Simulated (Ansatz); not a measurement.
Run report: B₂₄N₂₅ (charge −1), geometry relaxation (part 2 of 3)

B₂₄N₂₅ (defect cell, 49 atoms in the cell, total charge −1); DFT PBE, scalar-relativistic, plane waves, PAW, no spin polarisation (Ansatz 0.2.0); cutoff 420 eV, 2×2×2 k-mesh, Gaussian smearing of 0.01 eV. The structure derives from a Materials Project entry. It belongs to a series of runs on one base structure; here: N interstitial, charge -1, atoms relaxed at the host's cell.

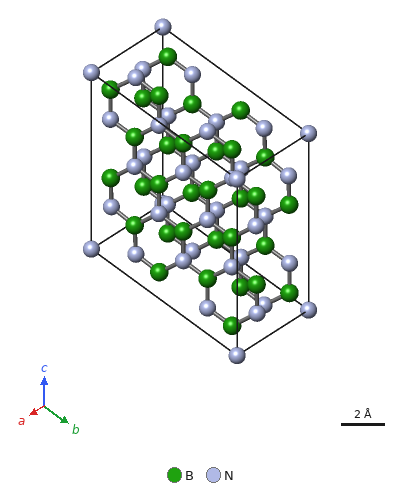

Figure 1. The geometry at step 5 of the log (ball-and-stick view of the cell of the calculation, seen slightly off an axis).

## Output, continued
```
SCF iter   1: F=—  HF=-13390.082386 eV  |F-HF|=—  |Δ(HF+E_count)|=         —  Δρ=2.87e-3  dr2=4.04e-2  ethr=2.03e-4  ⟨swp⟩=3.0  Hψ=1178  notcnv=0  defer=161
preconditioner: auto → LDOS  [insulator: Δε(μ)=0.013 eV  Ē_g=15.095 eV  σ=0.010 eV  W_gap=0.59  n_scr=108 (ndim 8)  ℏωp=22.3 eV  f_vac=0.195  D(μ)=53.27/eV (n_scr^D=676)  ε∞_Penn≈3.2  β→1.0]
SCF iter   2: F=—  HF=-13390.086575 eV  |F-HF|=—  |Δ(HF+E_count)|=   4.19e-3  Δρ=7.04e-3  dr2=1.22e-1  ethr=2.04e-5  ⟨swp⟩=3.2  Hψ=1050  notcnv=0  defer=161  recentre
SCF iter   3: F=—  HF=-13390.076387 eV  |F-HF|=—  |Δ(HF+E_count)|=   1.02e-2  Δρ=4.74e-3  dr2=4.35e-2  ethr=2.04e-5  ⟨swp⟩=3.0  Hψ=796  notcnv=0  defer=161
SCF iter   4: F=—  HF=-13390.072384 eV  |F-HF|=—  |Δ(HF+E_count)|=   4.00e-3  Δρ=1.57e-3  dr2=5.09e-3  ethr=2.04e-5  ⟨swp⟩=1.5  Hψ=433  notcnv=0  defer=161
SCF iter   5: F=—  HF=-13390.072997 eV  |F-HF|=—  |Δ(HF+E_count)|=   6.13e-4  Δρ=3.34e-3  dr2=2.13e-2  ethr=2.57e-6  ⟨swp⟩=2.0  Hψ=743  notcnv=0  defer=161  recentre
SCF iter   6: F=—  HF=-13390.072863 eV  |F-HF|=—  |Δ(HF+E_count)|=   1.35e-4  Δρ=2.33e-3  dr2=1.05e-2  ethr=2.57e-6  ⟨swp⟩=2.0  Hψ=734  notcnv=0  defer=161
SCF iter   7: F=—  HF=-13390.072713 eV  |F-HF|=—  |Δ(HF+E_count)|=   1.49e-4  Δρ=2.10e-3  dr2=8.53e-3  ethr=2.57e-6  ⟨swp⟩=1.0  Hψ=431  notcnv=0  defer=161
SCF iter   8: F=—  HF=-13390.072633 eV  |F-HF|=—  |Δ(HF+E_count)|=   8.05e-5  Δρ=1.99e-3  dr2=7.62e-3  ethr=2.57e-6  ⟨swp⟩=1.0  Hψ=431  notcnv=0  defer=161
SCF iter   9: F=—  HF=-13390.072464 eV  |F-HF|=—  |Δ(HF+E_count)|=   1.69e-4  Δρ=1.65e-3  dr2=5.29e-3  ethr=2.57e-6  ⟨swp⟩=1.0  Hψ=431  notcnv=0  defer=161
SCF iter  10: F=—  HF=-13390.072238 eV  |F-HF|=—  |Δ(HF+E_count)|=   2.27e-4  Δρ=8.73e-4  dr2=1.51e-3  ethr=2.57e-6  ⟨swp⟩=1.0  Hψ=431  notcnv=0  defer=161
SCF iter  11: F=—  HF=-13390.072169 eV  |F-HF|=—  |Δ(HF+E_count)|=   6.85e-5  Δρ=4.04e-4  dr2=3.56e-4  ethr=7.64e-7  ⟨swp⟩=1.0  Hψ=431  notcnv=0  defer=161
SCF iter  12: F=—  HF=-13390.072622 eV  |F-HF|=—  |Δ(HF+E_count)|=   4.53e-4  Δρ=5.59e-5  dr2=2.57e-5  ethr=1.80e-7  ⟨swp⟩=1.5  Hψ=477  notcnv=0  defer=161
SCF iter  13: F=—  HF=-13390.072622 eV  |F-HF|=—  |Δ(HF+E_count)|=   1.27e-7  Δρ=6.68e-5  dr2=1.41e-5  ethr=1.30e-8  ⟨swp⟩=2.0  Hψ=660  notcnv=0  defer=161
SCF iter  14: F=—  HF=-13390.072624 eV  |F-HF|=—  |Δ(HF+E_count)|=   1.39e-6  Δρ=3.21e-5  dr2=4.21e-6  ethr=7.14e-9  ⟨swp⟩=2.2  Hψ=723  notcnv=0  defer=161
SCF iter  15: F=—  HF=-13390.072626 eV  |F-HF|=—  |Δ(HF+E_count)|=   2.26e-6  Δρ=6.50e-5  dr2=8.69e-6  ethr=2.13e-9  ⟨swp⟩=2.0  Hψ=734  notcnv=0  defer=161
SCF iter  16: F=—  HF=-13390.072626 eV  |F-HF|=—  |Δ(HF+E_count)|=   1.86e-7  Δρ=4.58e-5  dr2=4.26e-6  ethr=2.13e-9  ⟨swp⟩=1.0  Hψ=431  notcnv=0  defer=161
SCF iter  17: F=-13390.072626 eV  HF=-13390.072626 eV  |F-HF|=2.22e-8  |Δ(HF+E_count)|=   2.96e-8  Δρ=7.12e-6  dr2=1.22e-7  ethr=6.43e-10  ⟨swp⟩=17.8  Hψ=4608  notcnv=0
SCF 4 converged in 17 iterations: F = -13390.072626 eV  dr2 = 1.22e-7
relax step   4: F+E_penalty+E_count = -13390.07262613 eV  Δ(F+E_penalty+E_count) = -3.830e-3 eV  max|allowed force component| = 1.743e-2 eV/Å  Δτ_max = 0.0172 Å  (17 SCF iters, dr2 threshold 1.27e-6 eV, accepted)
iter 1 solved again at ethr=6.50e-11 eV; its pass at ethr=3.10e-3 eV (dr2=1.29e-7 eV) is discarded
SCF iter   1: F=—  HF=-13390.072378 eV  |F-HF|=—  |Δ(HF+E_count)|=         —  Δρ=7.32e-6  dr2=1.29e-7  ethr=6.50e-11  ⟨swp⟩=2.0  Hψ=1581  notcnv=0  defer=37
preconditioner: auto → LDOS  [metal: Δε(μ)=0.009 eV  Ē_g=15.093 eV  σ=0.010 eV  W_gap=0.45  n_scr=108 (ndim 8)  ℏωp=22.3 eV  f_vac=0.194  D(μ)=58.33/eV (n_scr^D=766)  β→1.0]
SCF iter   2: F=—  HF=-13390.072626 eV  |F-HF|=—  |Δ(HF+E_count)|=   2.48e-4  Δρ=5.31e-5  dr2=5.32e-6  ethr=6.50e-11  ⟨swp⟩=3.0  Hψ=984  notcnv=0  defer=37
SCF iter   3: F=-13390.072626 eV  HF=-13390.072626 eV  |F-HF|=2.60e-8  |Δ(HF+E_count)|=   2.09e-7  Δρ=3.46e-6  dr2=3.27e-8  ethr=5.05e-11  ⟨swp⟩=6.8  Hψ=3201  notcnv=0
SCF 5 converged in 3 iterations: F = -13390.072626 eV  dr2 = 3.27e-8
relax step   5: F+E_penalty+E_count = -13390.07262616 eV  Δ(F+E_penalty+E_count) = -3.425e-8 eV  max|allowed force component| = 1.744e-2 eV/Å  Δτ_max = 0.0000 Å  (3 SCF iters, accepted)
```

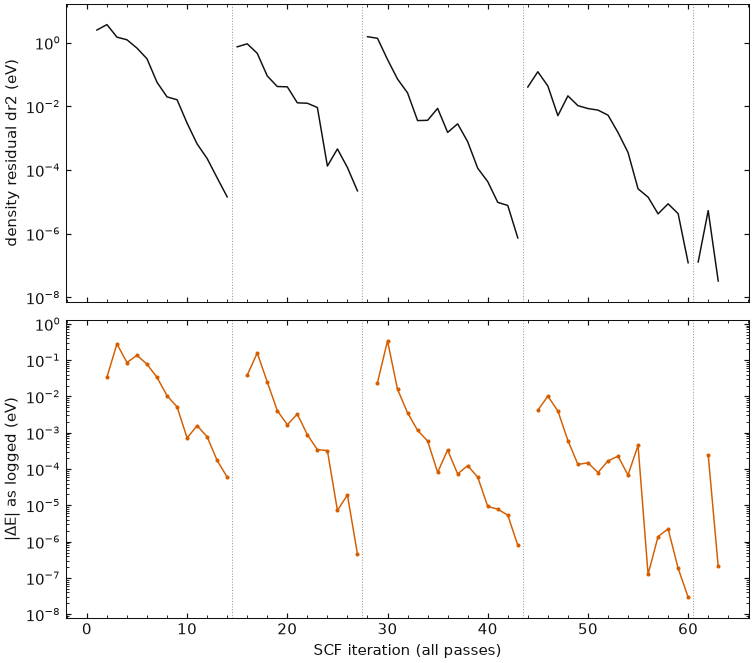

Figure 2. Convergence of the self-consistent field: density residual dr2 and size of the energy change against the SCF iteration. The dotted lines part the SCF passes of the relaxation: geometry steps, rejected trials and re-solves on a re-selected basis. The 5 passes take 3 to 17 iterations each, 63 in all.

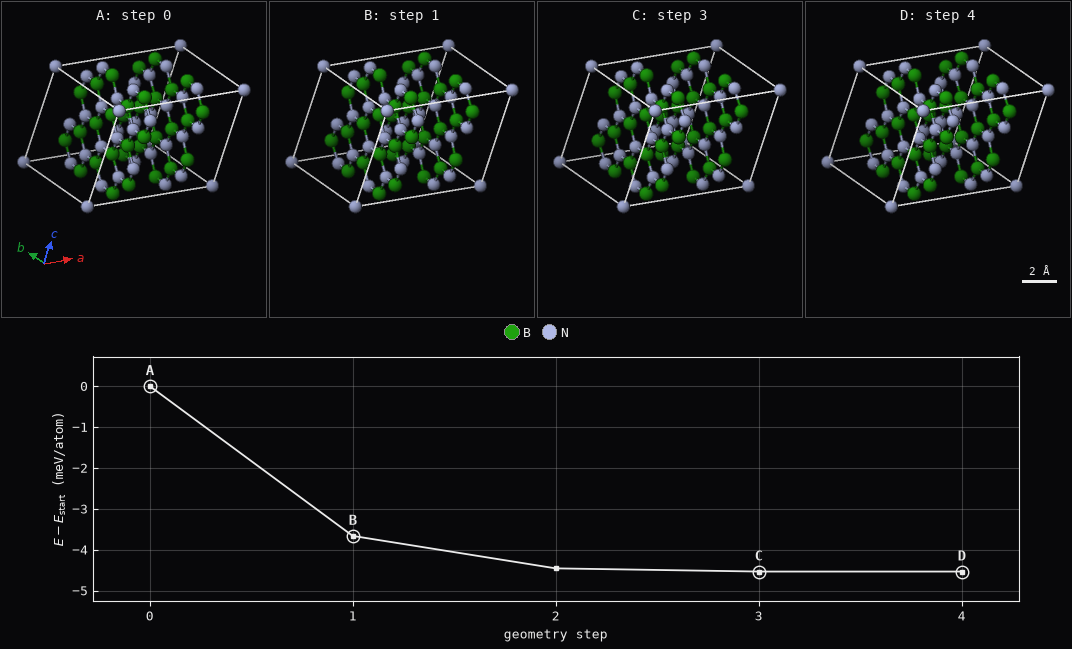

Figure 3. Frames of the relaxation (ball-and-stick view of the cell of the calculation, seen slightly off an axis) above the curves, on which the letters mark them (the first geometry is step 0 here and step 1 in the log).

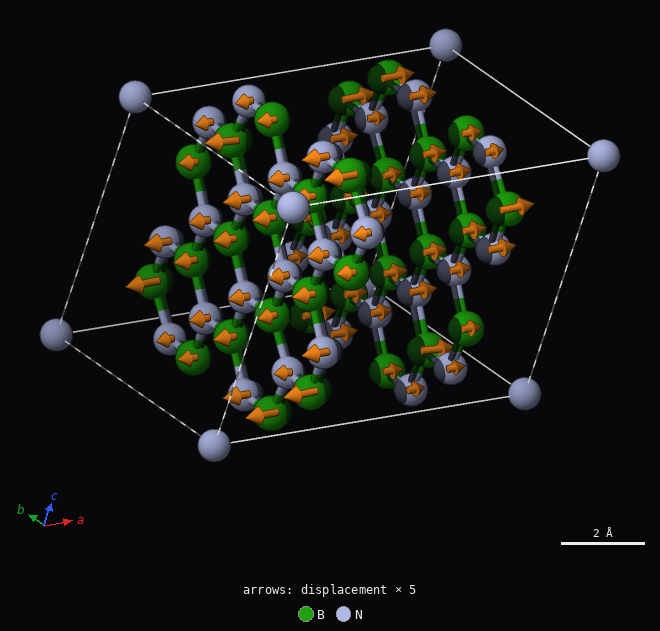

Figure 4. Start (faint) and end (solid) with the displacements as orange arrows, magnified 5 times (ball-and-stick view of the cell of the calculation, seen slightly off an axis). The energy falls by 4.5 meV per atom in 4 geometry steps. Largest force component: 0.72 eV/Å at the start, 0.017 eV/Å at the end. The largest moves, 0.18 Å, are those of B1, B10, B11, B13, B23 and B24. By element the largest moves are B 0.18 Å, N 0.15 Å. The lattice vectors keep their values. Distances before and after: B12–N48 1.451 → 1.437 Å, B10–N46 1.450 → 1.460 Å. (Atoms are counted from 1 in the order of the input.)

```
SCF converged after 3 iterations
Free energy (F): -13390.072626 eV
Harris-Foulkes:  -13390.072626 eV  (|F-HF|=2.60e-8)
Internal energy: -13390.069709 eV  (E = F + TS)
E sigma→0 (E₀):  -13390.071168 eV
Entropy (-TS):   -0.002917 eV (-0.060 meV/atom)
Fermi energy:    5.086977 eV
--- Per-component energies (eV) ---
  E_band       = -852.155843
  E_kinetic    = 4519.436795
  E_local      = -11633.586564  (includes V_loc(G=0)·N_el)
  E_nonlocal   = 1433.863181
  E_hartree    = 4106.654172
  E_xc         = -2272.493717
  E_vxc        = -2820.601579  (∫ρ·V_xc dr)
  E_paw        = -5088.507388  (= ΣΔE_a)
  E_vpaw       = -564.576484  (= ΣTr[D̂ρ^β])
  E_aug_tail   = 0.002480  (compensation charges beyond the density's cutoff)
  E_ewald      = -4455.438667
  E_smearing   = -0.002917  (= −TS)
  E_closure    = -0.000000  (closes the sum)
  E_deformation_potential = -10.965477  (in the stress; not in F)
  Σ components = -13390.072626   (vs F -13390.072626, Δ=0.00e0)
--- Forces (eV/Å), atoms counted from 1 ---
  atom   1  B      0.00000000    -0.01300525    -0.00677547
  atom   2  B     -0.00261729    -0.00353669     0.00364054
  atom   3  B      0.01109082     0.00640329    -0.00181394
  atom   4  B     -0.00437151    -0.00049830     0.00364054
  atom   5  B      0.00000000    -0.01280657    -0.00181394
  atom   6  B      0.00437151    -0.00049830     0.00364054
  atom   7  B     -0.00175422     0.00403498     0.00364054
  atom   8  B      0.00261729    -0.00353669     0.00364054
  atom   9  B      0.00175422     0.00403498     0.00364054
  atom  10  B     -0.01126288     0.00650263    -0.00677547
  atom  11  B      0.01126288     0.00650263    -0.00677547
  atom  12  B     -0.01109082     0.00640329    -0.00181394
  atom  13  B     -0.01126288    -0.00650263     0.00677547
  atom  14  B     -0.00175422    -0.00403498    -0.00364054
  atom  15  B     -0.00261729     0.00353669    -0.00364054
  atom  16  B      0.00175422    -0.00403498    -0.00364054
  atom  17  B     -0.00437151     0.00049830    -0.00364054
  atom  18  B     -0.00000000     0.01280657     0.00181394
  atom  19  B      0.00437151     0.00049830    -0.00364054
  atom  20  B     -0.01109082    -0.00640329     0.00181394
  atom  21  B      0.00261729     0.00353669    -0.00364054
  atom  22  B      0.01109082    -0.00640329     0.00181394
  atom  23  B     -0.00000000     0.01300525     0.00677547
  atom  24  B      0.01126288    -0.00650263     0.00677547
  atom  25  N     -0.00000000     0.01207968    -0.01743735
  atom  26  N      0.00581960    -0.00619710    -0.00096983
  atom  27  N     -0.01257368    -0.00725942     0.01721192
  atom  28  N     -0.00245705     0.00813847    -0.00096983
  atom  29  N     -0.00000000     0.01451884     0.01721192
  atom  30  N      0.00245705     0.00813847    -0.00096983
  atom  31  N     -0.00827665    -0.00194137    -0.00096983
  atom  32  N     -0.00581960    -0.00619710    -0.00096983
  atom  33  N      0.00827665    -0.00194137    -0.00096983
  atom  34  N      0.01046131    -0.00603984    -0.01743735
  atom  35  N     -0.01046131    -0.00603984    -0.01743735
  atom  36  N      0.01257368    -0.00725942     0.01721192
  atom  37  N      0.01046131     0.00603984     0.01743735
  atom  38  N     -0.00827665     0.00194137     0.00096983
  atom  39  N      0.00581960     0.00619710     0.00096983
  atom  40  N      0.00827665     0.00194137     0.00096983
  atom  41  N     -0.00245705    -0.00813847     0.00096983
  atom  42  N      0.00000000    -0.01451884    -0.01721192
  atom  43  N      0.00245705    -0.00813847     0.00096983
  atom  44  N      0.01257368     0.00725942    -0.01721192
  atom  45  N     -0.00581960     0.00619710     0.00096983
  atom  46  N     -0.01257368     0.00725942    -0.01721192
  atom  47  N      0.00000000    -0.01207968     0.01743735
  atom  48  N     -0.01046131     0.00603984     0.01743735
  atom  49  N      0.00000000     0.00000000     0.00000000
  max |Σ_I F_I| component: 2.08e-17 eV/Å
--- Charged-cell corrections in eV (Makov–Payne, q = -1.000 e, ε = [5.468, 5.468, 2.141]) ---
  F (periodic)     = -13390.072626  (uncorrected; the corrections below are reported, never added to it)
  E_corr1          = +0.570804  (monopole, q²α_M/2ε̄L, of the cell on which ε is isotropic)
  F Makov-Payne    = -13389.501822  (F + E_corr1; no measured alignment; for a localised charge, not one spread in a band: unchecked)
  no potential alignment in this run, which stands beside a crystal: run the host's input off ansatz write-host-input, and read the two finished runs by ansatz place-levels (neither reads a slab, a wire or a sheet, whose cell leaves a vacuum)
--- Band table (eV) ---
  k-point 0: bands = ["-15.0110", "-14.9551", "-13.5727", "-13.5342", "-13.5342", "-13.5333", "-13.4947", "-13.4947", "-13.4657", "-13.4657", "-13.4231", "-13.4231", "-13.4219", "-13.3622", "-11.9272", "-11.9272", "-11.9192", "-11.9150", "-11.9150", "-11.9104", "-11.3386", "-11.3386", "-11.3378", "-11.3378", "-6.7023", "-6.2256", "-6.2227", "-6.2227", "-6.2119", "-6.2119", "-6.0855", "-5.2317", "-5.2124", "-5.2038", "-5.1872", "-4.5208", "-4.5208", "-4.5190", "-4.5190", "-2.9174", "-2.8796", "-2.8796", "-2.8757", "-2.8757", "-2.8755", "-2.8717", "-2.8634", "-2.8634", "-2.8603", "-2.8603", "-2.8599", "-2.7862", "-2.2376", "-1.5047", "-1.5032", "-1.5032", "-1.4967", "-1.4967", "-1.4962", "-1.3198", "-1.3198", "-1.3123", "-1.3123", "-1.2857", "-1.2779", "-1.2546", "-1.2546", "-1.2395", "-1.2395", "-1.2249", "-1.2140", "-0.9007", "-0.8386", "-0.8386", "-0.7598", "-0.7598", "-0.3545", "-0.3393", "-0.3130", "-0.2862", "-0.2862", "-0.1728", "-0.1728", "1.2672", "1.2672", "1.2838", "1.2838", "1.5709", "1.5709", "1.5912", "1.8700", "1.8874", "1.8874", "2.5922", "2.5922", "2.6311", "2.6311", "5.0071", "5.0071", "5.0808", "7.1475", "7.1475", "7.2021", "7.2599", "7.3255", "7.3255", "7.3594", "7.3594", "7.8560", "7.8560", "7.9693", "9.4410", "9.5316", "9.5316", "10.1742", "10.1742", "10.2898", "10.3113", "10.3229", "10.3229", "10.6466", "10.6466", "10.8113", "10.9876", "11.0554", "11.0554", "11.0693", "11.0693", "11.2441", "11.2842", "12.0658", "12.2382", "12.2382", "12.4769", "12.4779", "12.4779", "12.7139", "13.9769", "14.0118", "14.1383", "14.1383", "14.1594", "14.1594", "14.3607", "14.4094", "14.4094", "14.4990", "14.4990"]
  k-point 1: bands = ["-14.6485", "-14.5994", "-14.5816", "-14.5254", "-13.8588", "-13.8521", "-13.8144", "-13.8009", "-12.6018", "-12.5995", "-12.5904", "-12.5867", "-12.5576", "-12.5442", "-12.5406", "-12.5334", "-12.0469", "-12.0429", "-12.0209", "-12.0177", "-11.7123", "-11.7032", "-11.6435", "-11.6331", "-6.6276", "-5.9415", "-5.9276", "-5.8609", "-5.8112", "-4.9917", "-4.9870", "-4.9818", "-4.9766", "-4.9761", "-4.9728", "-4.9674", "-4.9641", "-4.8969", "-4.8849", "-4.8835", "-4.8197", "-3.2315", "-3.2250", "-3.2181", "-3.2071", "-2.8592", "-2.8535", "-2.8039", "-2.7923", "-2.4702", "-2.4585", "-2.4563", "-2.4432", "-2.4111", "-2.1600", "-1.7634", "-1.7164", "-1.5897", "-1.5897", "-1.5874", "-1.5835", "-1.5170", "-1.5159", "-1.5070", "-1.4973", "-1.3134", "-1.1211", "-0.7723", "-0.7126", "-0.3384", "-0.3346", "-0.3203", "-0.3127", "-0.2110", "-0.2080", "-0.1523", "-0.1375", "0.4165", "0.4848", "0.5081", "0.5212", "0.5249", "0.5478", "0.6174", "0.6497", "0.8754", "0.9595", "1.0185", "1.0415", "1.2895", "1.3796", "1.6767", "1.7413", "1.9417", "1.9531", "2.1608", "2.2649", "5.0271", "5.0294", "5.1672", "7.3082", "7.3661", "7.5631", "7.7971", "7.8868", "8.0254", "8.2961", "8.3581", "8.3944", "8.4193", "8.7170", "8.7202", "8.7343", "8.7782", "8.9887", "9.0105", "9.2114", "9.2736", "9.3161", "9.4399", "10.5811", "10.7199", "10.7607", "11.1703", "11.2426", "11.5093", "11.5341", "11.6828", "11.7406", "11.8391", "12.8007", "12.8935", "12.9095", "13.0271", "13.0888", "13.1157", "13.1450", "13.1885", "13.1950", "13.3855", "13.6110", "13.6401", "13.6575", "13.8832", "13.8932", "13.9377", "14.0065", "14.0325"]
```
